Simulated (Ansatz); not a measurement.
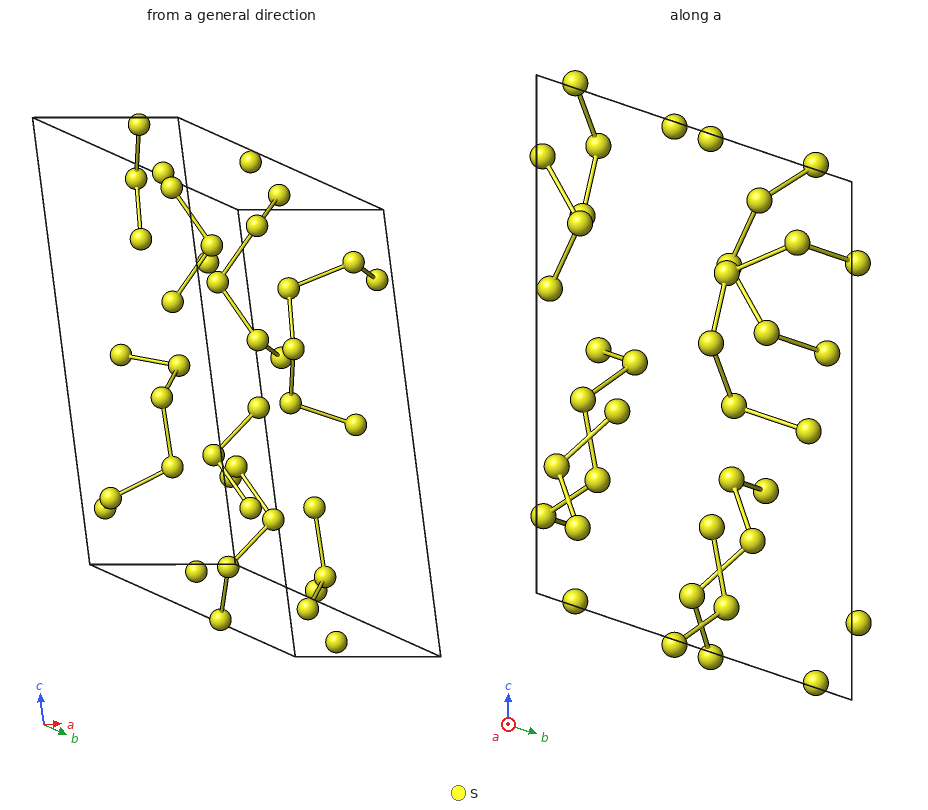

The structure above is drawn in ball-and-stick style and viewed from a general direction and along the a axis. The lines enclose the unit cell; boundary atoms appear with their images.

Edges and angles: a = 8.560 Å, b = 8.560 Å, c = 13.452 Å, α = 104.52°, β = 104.52°, γ = 102.22°.

A stick is drawn for S–S up to 2.44 Å (cut-off distances).

The composition is S.

Q: Give the crystal system and centring.

A: Face-centred orthorhombic.

Q: What lies around S?

A: Each S has two S in a bent arrangement at about 2.1 Å.

Q: Does the bonding give isolated units, chains, sheets or a framework?

A: The bonds build separate S8 groups.

The model was built from a structure type known for this element. Earlier steps of the study may have refined or changed the cell and positions. It was set up as input for a calculation with Ansatz.
